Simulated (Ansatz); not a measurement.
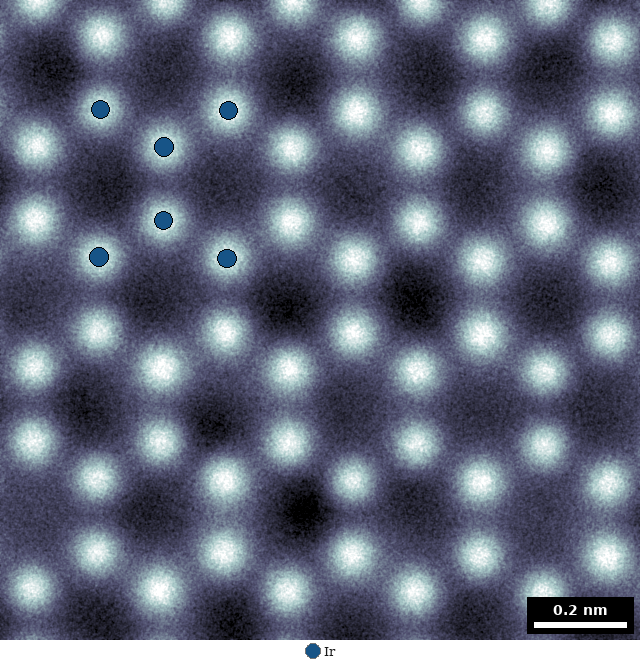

Integrated-DPC-like image of Ir (P6_3/mmc, No. 194) along [001]. Simulated as the projected potential of neutral atoms (B = 0.5 Å²) blurred by a 0.58 Å probe, the thin-sample limit of integrated differential phase contrast. The display is stretched by a gamma of 0.65; percentages refer to the linear signal. Shot noise and the speckle of an amorphous layer were added. Atomic positions: the input geometry of an electronic-structure calculation (not necessarily at equilibrium); the starting structure was generated, so it need not be a known form of this composition.

Coloured dots in one corner mark the columns of the model.

What can be read from this image?

Answer. The columns repeat on a hexagonal net with a repeat of 2.80 Å (plane group p6mm). All columns are alike (Ir). The shortest distance between visible columns is 1.61 Å in projection. Along the beam the structure repeats every 4.53 Å.
